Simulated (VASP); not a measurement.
## Band-structure calculation, with input and output: GaN

- system: GaN (I-4m2, 2 atoms in the cell)
- method: DFT, PBE, plane waves, PAW (VASP 6.6.1)

The structure derives from a Materials Project entry. The geometry comes from this level: r2SCAN (a point of a series of strains). It belongs to a series of runs on one base structure; here: epitaxial_xy strain +4.8%.

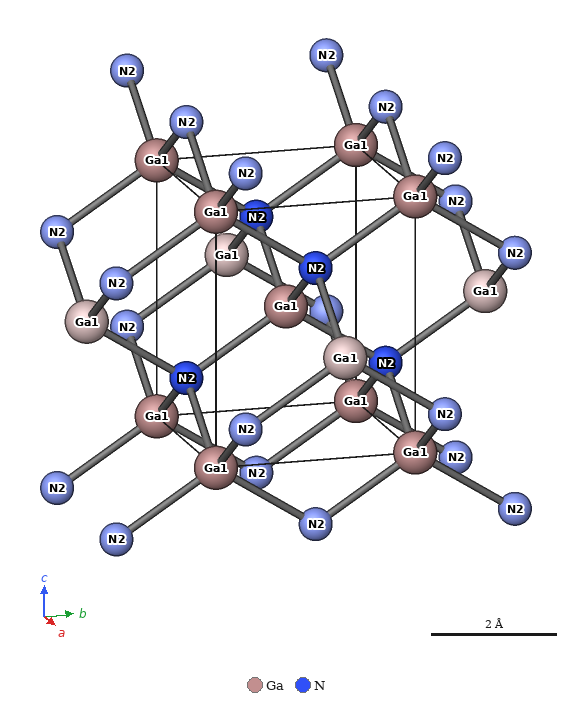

*The structure (ball-and-stick view of the cell 2 times as large as that of the calculation, set on its symmetry axes, seen slightly off an axis; neighbours outside the cell are drawn fainter; atoms are numbered from 1 in the order of the input).*

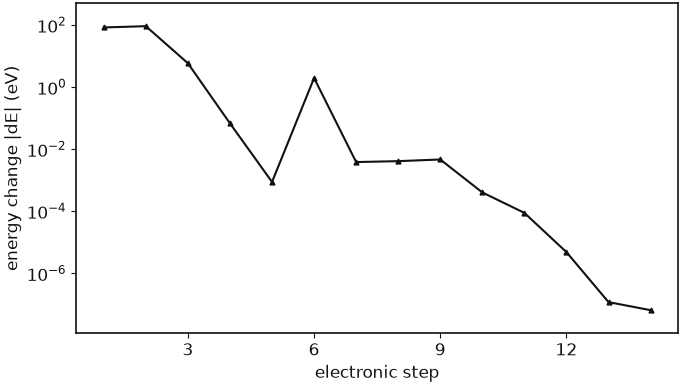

*Convergence of the self-consistent field: energy change |dE| against the electronic step.*

It takes 14 electronic steps. The density is held fixed in the first few steps, and dE rises again when its update begins.

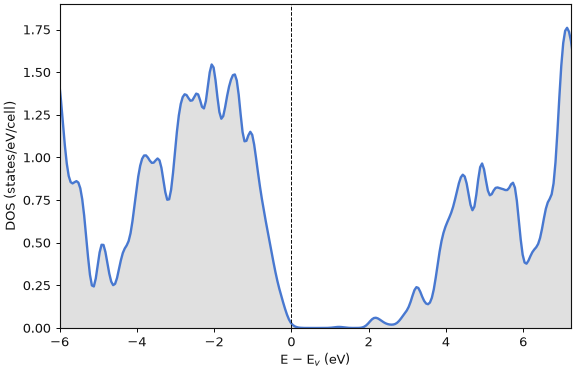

*Density of states (the curve is built from the levels of the k mesh with Gaussians 0.3 eV wide, which also blur the band edges), with energies from the valence-band top.*

There is a gap of 1.23 eV on the k-point mesh. Small ripples come from the finite k-point mesh.

The input that produced these results follows, with the program's output.

INCAR
```
ENCUT = 520.000000
SIGMA = 0.020000
EDIFF = 1.00e-07
GGA = PE
PREC = Accurate
IBRION = -1
ISIF = 2
ISMEAR = -1
NBANDS = 16
NELM = 120
NSW = 0
LASPH = .TRUE.
LCHARG = .TRUE.
LELF = .TRUE.
LWAVE = .FALSE.
LREAL = .FALSE.
```

KPOINTS
```
KPOINTS created by Atomic Simulation Environment
0
Gamma
10 10 10
0 0 0
```

KPOINTS_OPT
```
special points
6
Reciprocal
0.0000000000 0.0000000000 0.0000000000 1
-0.5000000000 -0.5000000000 0.0000000000 1
-0.3750000000 -0.3750000000 0.2500000000 1
-0.3750000000 0.0000000000 0.3750000000 1
0.0000000000 0.0000000000 0.5000000000 1
-0.5000000000 -0.2500000000 0.2500000000 1
```

POSCAR
```
Ga N
 1.0000000000000000
     0.0000000000000000    2.3571272452000001    2.1247222484999999
     2.3571272452000001    0.0000000000000000    2.1247222484999999
     2.3571272452000001    2.3571272452000001    0.0000000000000000
 Ga  N
   1   1
Cartesian
  0.0000000000000000  0.0000000000000000  0.0000000000000000
  3.5356908678000001  3.5356908678000001  3.1870833727500005
```

Launched with:
```bash
mpirun -np 1 vasp_std
```

OSZICAR
```
N       E                     dE             d eps       ncg     rms          rms(c)
DAV:   1     0.830452906897E+02    0.83045E+02   -0.92809E+03  3624   0.198E+03
DAV:   2    -0.815183051807E+01   -0.91197E+02   -0.85220E+02  3760   0.330E+02
DAV:   3    -0.139790532591E+02   -0.58272E+01   -0.58063E+01  3784   0.708E+01
DAV:   4    -0.140466479920E+02   -0.67595E-01   -0.67584E-01  4240   0.824E+00
DAV:   5    -0.140475235548E+02   -0.87556E-03   -0.87556E-03  3856   0.829E-01    0.760E+00
DAV:   6    -0.121023760112E+02    0.19451E+01   -0.49598E+00  4928   0.388E+01    0.269E+00
DAV:   7    -0.121062050857E+02   -0.38291E-02   -0.30381E-01  3608   0.669E+00    0.175E+00
DAV:   8    -0.121021061693E+02    0.40989E-02   -0.65785E-02  3720   0.322E+00    0.849E-01
DAV:   9    -0.120974745213E+02    0.46316E-02   -0.14033E-02  4904   0.254E+00    0.226E-01
DAV:  10    -0.120978767388E+02   -0.40222E-03   -0.14116E-03  3640   0.472E-01    0.120E-01
DAV:  11    -0.120977884240E+02    0.88315E-04   -0.24476E-04  4760   0.251E-01    0.818E-03
DAV:  12    -0.120977932397E+02   -0.48156E-05   -0.27395E-05  3872   0.487E-02    0.657E-03
DAV:  13    -0.120977931216E+02    0.11809E-06   -0.59839E-07  4064   0.123E-02    0.197E-03
DAV:  14    -0.120977930566E+02    0.64946E-07   -0.41215E-08  2728   0.251E-03
   1 F= -.12097793E+02 E0= -.12097793E+02  d E =-.319461E-10
       N       E                     dE             ncg
DAV:   1     0.273018830208E+04   -0.37318E+04      208
DAV:   2     0.217841389372E+04   -0.55177E+03      224
DAV:   3     0.214174974949E+04   -0.36664E+02      232
DAV:   4     0.214131719703E+04   -0.43255E+00      248
DAV:   5     0.214131246499E+04   -0.47320E-02      232
DAV:   6     0.214131231391E+04   -0.15109E-03      280
DAV:   7     0.214131231133E+04   -0.25817E-05      224
DAV:   8     0.214131231121E+04   -0.11194E-06      224
DAV:   9     0.214131231121E+04   -0.44079E-08      176
```

Parts of OUTCAR
```
k-points           NKPTS =    102   k-points in BZ     NKDIM =    102   number of bands    NBANDS=     16

   NELECT =      18.0000    total number of electrons

   dimension x,y,z NGX =    24 NGY =   24 NGZ =   28
   dimension x,y,z NGXF=    48 NGYF=   48 NGZF=   56

  energy-cutoff  :      520.00
  volume of cell :       23.61
      direct lattice vectors                 reciprocal lattice vectors
     0.000000000  2.357127245  2.124722248    -0.212122617  0.212122617  0.235324876
     2.357127245  0.000000000  2.124722248     0.212122617 -0.212122617  0.235324876
     2.357127245  2.357127245  0.000000000     0.212122617  0.212122617 -0.235324876

 k-points in reciprocal lattice and weights: KPOINTS created by Atomic Simulation Env
   0.00000000  0.00000000  0.00000000       0.001
   0.10000000  0.00000000  0.00000000       0.008
   0.20000000  0.00000000  0.00000000       0.008
   0.30000000  0.00000000  0.00000000       0.008
   0.40000000  0.00000000  0.00000000       0.008
   0.50000000  0.00000000  0.00000000       0.004
   0.10000000  0.10000000  0.00000000       0.002
   0.20000000  0.10000000  0.00000000       0.008
   0.30000000  0.10000000  0.00000000       0.008
   0.40000000  0.10000000  0.00000000       0.008
   0.50000000  0.10000000  0.00000000       0.008
  -0.40000000  0.10000000  0.00000000       0.008
  -0.30000000  0.10000000  0.00000000       0.008
  -0.20000000  0.10000000  0.00000000       0.008
  -0.10000000  0.10000000  0.00000000       0.004
   0.20000000  0.20000000  0.00000000       0.002
   0.30000000  0.20000000  0.00000000       0.008
   0.40000000  0.20000000  0.00000000       0.008
   0.50000000  0.20000000  0.00000000       0.008
  -0.40000000  0.20000000  0.00000000       0.008
  -0.30000000  0.20000000  0.00000000       0.008
  -0.20000000  0.20000000  0.00000000       0.004
   0.30000000  0.30000000  0.00000000       0.002
   0.40000000  0.30000000  0.00000000       0.008
   0.50000000  0.30000000  0.00000000       0.008
  -0.40000000  0.30000000  0.00000000       0.008
  -0.30000000  0.30000000  0.00000000       0.004
   0.40000000  0.40000000  0.00000000       0.002
   0.50000000  0.40000000  0.00000000       0.008
  -0.40000000  0.40000000  0.00000000       0.004
   0.50000000  0.50000000  0.00000000       0.001
   0.10000000  0.00000000  0.10000000       0.004
   0.20000000  0.00000000  0.10000000       0.016
   0.30000000  0.00000000  0.10000000       0.016
   0.40000000  0.00000000  0.10000000       0.016
   0.50000000  0.00000000  0.10000000       0.016
  -0.40000000 -0.00000000  0.10000000       0.016
  -0.30000000 -0.00000000  0.10000000       0.016
  -0.20000000 -0.00000000  0.10000000       0.016
  -0.10000000 -0.00000000  0.10000000       0.008
   0.30000000  0.20000000  0.10000000       0.008
   0.40000000  0.20000000  0.10000000       0.016
   0.50000000  0.20000000  0.10000000       0.016
  -0.40000000  0.20000000  0.10000000       0.016
  -0.30000000  0.20000000  0.10000000       0.016
  -0.20000000  0.20000000  0.10000000       0.016
  -0.10000000  0.20000000  0.10000000       0.008
   0.40000000  0.30000000  0.10000000       0.008
   0.50000000  0.30000000  0.10000000       0.016
  -0.40000000  0.30000000  0.10000000       0.016
  -0.30000000  0.30000000  0.10000000       0.016
  -0.20000000  0.30000000  0.10000000       0.008
   0.50000000  0.40000000  0.10000000       0.008
  -0.40000000  0.40000000  0.10000000       0.016
  -0.30000000  0.40000000  0.10000000       0.008
  -0.40000000  0.50000000  0.10000000       0.004
   0.20000000  0.00000000  0.20000000       0.004
   0.30000000  0.00000000  0.20000000       0.016
   0.40000000  0.00000000  0.20000000       0.016
   0.50000000  0.00000000  0.20000000       0.016
  -0.40000000 -0.00000000  0.20000000       0.016
  -0.30000000 -0.00000000  0.20000000       0.016
  -0.20000000 -0.00000000  0.20000000       0.008
   0.30000000  0.10000000  0.20000000       0.008
   0.40000000  0.10000000  0.20000000       0.016
   0.50000000  0.10000000  0.20000000       0.016
  -0.40000000  0.10000000  0.20000000       0.008
   0.50000000  0.30000000  0.20000000       0.008
  -0.40000000  0.30000000  0.20000000       0.016
  -0.30000000  0.30000000  0.20000000       0.016
  -0.20000000  0.30000000  0.20000000       0.016
  -0.10000000  0.30000000  0.20000000       0.008
  -0.40000000  0.40000000  0.20000000       0.008
  -0.30000000  0.40000000  0.20000000       0.016
  -0.20000000  0.40000000  0.20000000       0.008
  -0.30000000  0.50000000  0.20000000       0.004
   0.30000000  0.00000000  0.30000000       0.004
   0.40000000  0.00000000  0.30000000       0.016
   0.50000000  0.00000000  0.30000000       0.016
  -0.40000000  0.00000000  0.30000000       0.016
  -0.30000000  0.00000000  0.30000000       0.008
   0.40000000  0.10000000  0.30000000       0.008
   0.50000000  0.10000000  0.30000000       0.016
  -0.40000000  0.10000000  0.30000000       0.016
  -0.30000000  0.10000000  0.30000000       0.016
  -0.20000000  0.10000000  0.30000000       0.008
  -0.30000000  0.40000000  0.30000000       0.008
  -0.20000000  0.40000000  0.30000000       0.016
  -0.10000000  0.40000000  0.30000000       0.008
  -0.20000000  0.50000000  0.30000000       0.004
   0.40000000  0.00000000  0.40000000       0.004
   0.50000000  0.00000000  0.40000000       0.016
  -0.40000000 -0.00000000  0.40000000       0.008
   0.50000000  0.10000000  0.40000000       0.008
  -0.40000000  0.10000000  0.40000000       0.016
  -0.30000000  0.10000000  0.40000000       0.008
  -0.40000000  0.20000000  0.40000000       0.008
  -0.30000000  0.20000000  0.40000000       0.008
  -0.10000000  0.50000000  0.40000000       0.004
   0.50000000  0.00000000  0.50000000       0.002
  -0.40000000  0.10000000  0.50000000       0.004
  -0.30000000  0.20000000  0.50000000       0.004

 E-fermi :   5.5491

 k-point     1 :       0.0000    0.0000    0.0000
  band No.  band energies     occupation
      1     -10.7040      2.00000
      2      -8.5156      2.00000
      3      -8.5156      2.00000
      4      -8.4212      2.00000
      5      -8.2068      2.00000
      6      -8.2047      2.00000
      7       4.8178      2.00000
      8       4.8179      2.00000
      9       5.2106      2.00000
     10       6.4436      0.00000
     11      14.9297      0.00000
     12      15.2308      0.00000
     13      15.2308      0.00000
     14      22.1816      0.00000
     15      22.5713      0.00000
     16      22.5713      0.00000

 k-point     2 :       0.1000    0.0000    0.0000
  band No.  band energies     occupation
      1     -10.6001      2.00000
      2      -8.5035      2.00000
      3      -8.4847      2.00000
      4      -8.4017      2.00000
      5      -8.2058      2.00000
      6      -8.2054      2.00000
      7       3.8160      2.00000
      8       4.6939      2.00000
      9       5.0104      2.00000
     10       7.3470      0.00000
     11      14.4412      0.00000
     12      15.3011      0.00000
     13      15.3784      0.00000
     14      21.2968      0.00000
     15      21.4669      0.00000
     16      23.1973      0.00000

 k-point     3 :       0.2000    0.0000    0.0000
  band No.  band energies     occupation
      1     -10.3436      2.00000
      2      -8.4765      2.00000
      3      -8.4220      2.00000
      4      -8.2894      2.00000
      5      -8.1966      2.00000
      6      -8.1896      2.00000
      7       2.0701      2.00000
      8       4.3883      2.00000
      9       4.8048      2.00000
     10       8.4161      0.00000
     11      13.5801      0.00000
     12      15.2755      0.00000
     13      15.8730      0.00000
     14      20.5144      0.00000
     15      20.9898      0.00000
     16      23.2728      0.00000

 k-point     4 :       0.3000    0.0000    0.0000
  band No.  band energies     occupation
      1     -10.0831      2.00000
      2      -8.4542      2.00000
      3      -8.3895      2.00000
      4      -8.2209      2.00000
      5      -8.1732      2.00000
      6      -7.8619      2.00000
      7       0.2798      2.00000
      8       4.0414      2.00000
      9       4.5840      2.00000
     10       9.0217      0.00000
     11      13.2362      0.00000
     12      14.9544      0.00000
     13      16.2413      0.00000
     14      20.1289      0.00000
     15      21.8938      0.00000
     16      22.9053      0.00000

 k-point     5 :       0.4000    0.0000    0.0000
  band No.  band energies     occupation
      1      -9.9369      2.00000
      2      -8.4456      2.00000
      3      -8.3774      2.00000
      4      -8.2034      2.00000
      5      -8.1438      2.00000
      6      -7.2783      2.00000
      7      -1.2110      2.00000
      8       3.7804      2.00000
      9       4.4200      2.00000
     10       9.1628      0.00000
     11      13.4063      0.00000
     12      14.5981      0.00000
     13      16.2448      0.00000
     14      20.0981      0.00000
     15      23.4233      0.00000
     16      23.6766      0.00000

 [... the levels of 96 k-points are left out ...]

 k-point   102 :      -0.3000    0.2000    0.5000
  band No.  band energies     occupation
      1      -9.7590      2.00000
      2      -8.3411      2.00000
      3      -8.3134      2.00000
      4      -8.2210      2.00000
      5      -8.1859      2.00000
      6      -6.3906      2.00000
      7      -0.8851      2.00000
      8       1.5312      2.00000
      9       1.5572      2.00000
     10      11.2737      0.00000
     11      12.9830      0.00000
     12      15.5712      0.00000
     13      16.8204      0.00000
     14      20.2229      0.00000
     15      25.5817      0.00000
     16      26.5760      0.00000

  Total       -0.6729935     -0.6729935      0.8176037      0.0000000     -0.0000000      0.0000000
  in kB      -45.6691802    -45.6691802     55.4823998      0.0000000     -0.0000000      0.0000000
  external PRESSURE =     -11.9519869 kB  Pullay stress =       0.0000000 kB

 POSITION                                       TOTAL-FORCE (eV/Angst)
 -----------------------------------------------------------------------------------
      0.00000      0.00000      0.00000        -0.000000     -0.000000     -0.000000
      3.53569      3.53569      3.18708         0.000000      0.000000      0.000000
 -----------------------------------------------------------------------------------
    total drift:                               -0.000006     -0.000006      0.000004

  FREE ENERGIE OF THE ION-ELECTRON SYSTEM (eV)
  ---------------------------------------------------
  free  energy   TOTEN  =       -12.0977930566 eV

  energy  without entropy=      -12.0977930566  energy(sigma->0) =      -12.09779306
```

Key numbers

```json
{"quantity": "outcome", "value": "converged"}
{"quantity": "space group (tolerance 0.01 Å)", "value": "I-4m2 (119)"}
{"quantity": "electrons treated", "value": "18"}
{"quantity": "free energy", "value": "−12.0978 eV"}
{"quantity": "Fermi energy", "value": "5.549 eV"}
{"quantity": "band gap", "value": "1.23 eV"}
{"quantity": "pressure", "value": "−1.20 GPa"}
{"quantity": "largest force (length of the vector)", "value": "under 0.001 eV/Å"}
{"quantity": "hardware", "value": "1 CPU thread, shared host"}
{"quantity": "wall time", "value": "36 s"}
{"quantity": "peak memory", "value": "0.19 GiB"}
```
